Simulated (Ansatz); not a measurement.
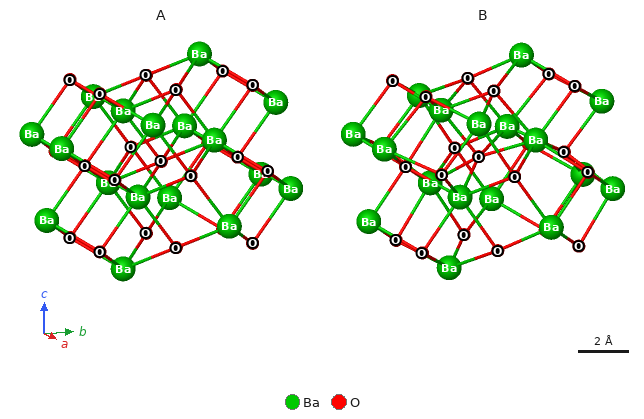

Two geometries of a defect cell of composition Ba7O8, drawn at one scale. One is the start of a relaxation, the other its converged end. A ball-and-stick model of the atoms within 5.8 Å of the atom that moves most (axes of the conventional cell (4 times the calculation's cell)), seen slightly off an axis. Lengths and directions refer to the drawn axes.

Method: DFT PBEsol, scalar-relativistic, plane waves, PAW (Ansatz). (plane-wave cutoff 420 eV; k-point mesh 4 × 4 × 4; occupations gaussian; smearing width 0.05 eV; no spin polarisation; atoms relaxed in a fixed cell; force threshold 0.02 eV/Å; at most 50 steps)

Question: Which geometry has the lower energy?

Answer: Structure B is the relaxed one. Case: Ba vacancy, atoms relaxed. The largest moves, 0.29 Å, are those of O atoms. By element the largest moves are O 0.29 Å, Ba 0.18 Å. The cell doesn't change. Some distances before and after: Ba–O 2.711 → 2.552 Å, Ba–Ba 3.746 → 3.588 Å, Ba–O 2.711 → 2.638 Å, Ba–O 2.711 → 2.681 Å. Among the angles between lasting bonds that change: O–Ba–O 87.4° → 103.4°, Ba–O–Ba 180.0° → 167.4°, O–Ba–O 87.4° → 99.0°. Over 4 geometry steps the energy falls by 0.990 eV per cell of the calculation. Largest force component: 0.87 eV/Å at the start, 0.011 eV/Å at the end.

Limits of the set-up: the periodic images lie only 7.5 Å apart, so the values are limited by the cell's size.
